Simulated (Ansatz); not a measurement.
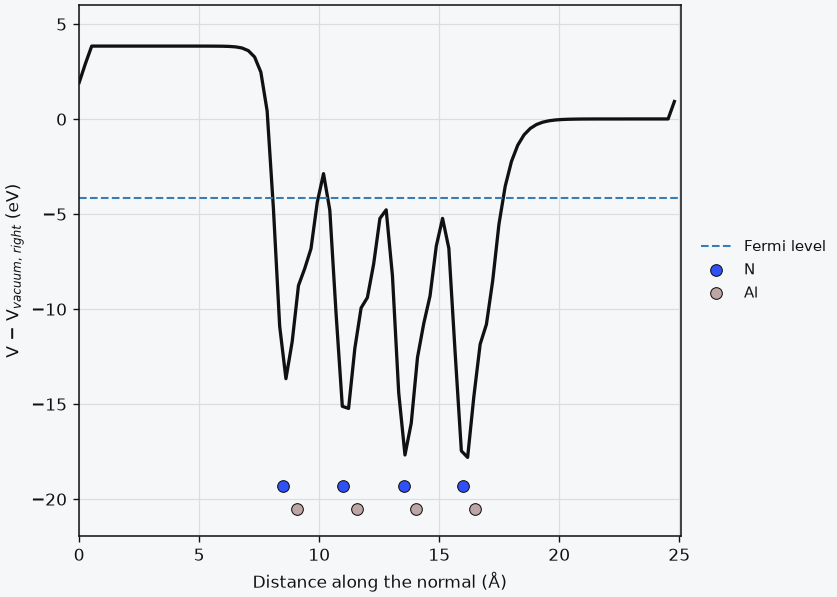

Plane-averaged electrostatic potential energy of an electron across the slab; circles at the bottom mark the heights of the atoms (positions after relaxation). System: a (001) slab cut from AlN (P6_3mc), ended by Al above and N below, 8 atoms in the cell. Computed with Ansatz 0.2.0: DFT r2SCAN, scalar-relativistic, plane waves, PAW, no spin polarisation, 9×9×1 k mesh, 500 eV cutoff, Gaussian smearing of 0.05 eV.

The work function is 4.15 eV at the right face and 7.99 eV at the left. The vacuum level is 3.84 eV higher at the left than at the right, so the slab carries a dipole along its normal; the ramp in the vacuum, at or near the edge of the plot, is the dipole correction that keeps each side flat. Some atoms were held fixed in the relaxation, which can itself make the faces differ. The outermost atoms are 8.0 Å apart, which leaves 17.1 Å of vacuum in a cell 25.1 Å high.
